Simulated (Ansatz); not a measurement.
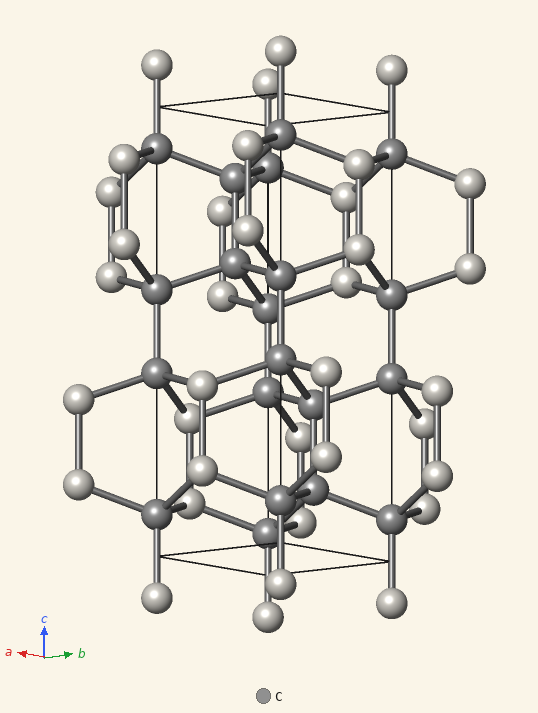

Drawn in the ball-and-stick manner and seen from a general direction. The wireframe shows the conventional unit cell. The bonded neighbours beyond the faces are included, in fainter colours.

C, space group P6_3/mmc (No. 194), a = 2.43 Å, b = 2.43 Å, c = 8.28 Å, α = 90.00°, β = 90.00°, γ = 120.00°.

Setup: DFT r2SCAN, scalar-relativistic, plane waves, PAW in Ansatz; a 500 eV plane-wave basis, k-mesh 12×12×4, Gaussian smearing of 0.05 eV, no spin polarisation.

Question: What is the band gap, if any?

Answer: An insulator at this level, with a gap of 5.10 eV on the k-mesh (the true edges may lie between mesh points, so the gap can be somewhat smaller).

Question: Which way would the volume go on relaxing?

Answer: The computed pressure is 31.3 GPa (compressed: it would expand). The stress isn't hydrostatic: its largest component is 45.7 GPa.

Provenance: an entry, possibly a prediction, of the Crystallography Open Database. The cell was then strained or its atoms displaced on purpose. It was run through Ansatz as a DFT input.

At this level of theory the cell isn't at rest (compressed, at 31 GPa), so its distances can differ from those at equilibrium, the more so the softer the solid.
